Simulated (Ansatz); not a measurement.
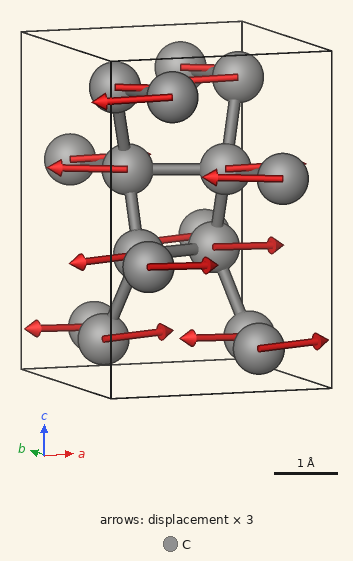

This is a relaxation of solid C (a generated structure, set up in Ccce) (coarse preliminary run). The starting structure is drawn; red arrows show the displacements (the part carried along by the change of the cell is left out), 3 times their true length.

A ball-and-stick model of the conventional cell (2 times the calculation's cell), seen slightly off an axis. Lengths and directions refer to the drawn axes.

Computed with DFT PBE, scalar-relativistic, plane waves, PAW (Ansatz 0.2.0). Settings: plane-wave cutoff 420 eV; k-point mesh 6 × 6 × 4; occupations gaussian; smearing width 0.1 eV; no spin polarisation; cell and atoms relaxed; force threshold 0.04 eV/Å; at most 70 steps.

> Describe the change and its energy.

The energy falls by 13.901 eV per cell of the calculation in 28 accepted moves (33 points after the start). The largest force component goes from 4.4 to 0.0016 eV/Å. Pressure: 75.43 GPa at the start and 0.08 GPa at the end. At 5 points the geometry stayed and the basis and grid were re-selected for the new cell (energy shift of 1.375 eV per cell of the calculation at most each time). The largest moves relative to the cell, 0.44 Å, are those of C atoms. Cell: a 3.767 → 7.954 Å (+111.1 %), b 4.045 → 4.269 Å (+5.6 %), c 5.424 → 4.936 Å (−9.0 %). Volume +102.8 %. Among the contacts that change: C–C 1.562 → 4.040 Å, C–C 1.975 → 4.164 Å, C–C 1.559 → 1.422 Å, C–C 1.414 → 1.425 Å. Bonds break: C–C (1.56 → 4.04 Å). Among the angles between lasting bonds that change: C–C–C 135.9° → 120.0°, C–C–C 104.7° → 120.0°, C–C–C 110.7° → 120.0°. The space group (tolerance 0.01 Å) goes from Ccce (No. 68) to Fmmm (No. 69). Cost: 120 s on 1 thread of Arm Neoverse V1, with other jobs on the host, peak memory 0.36 GiB.
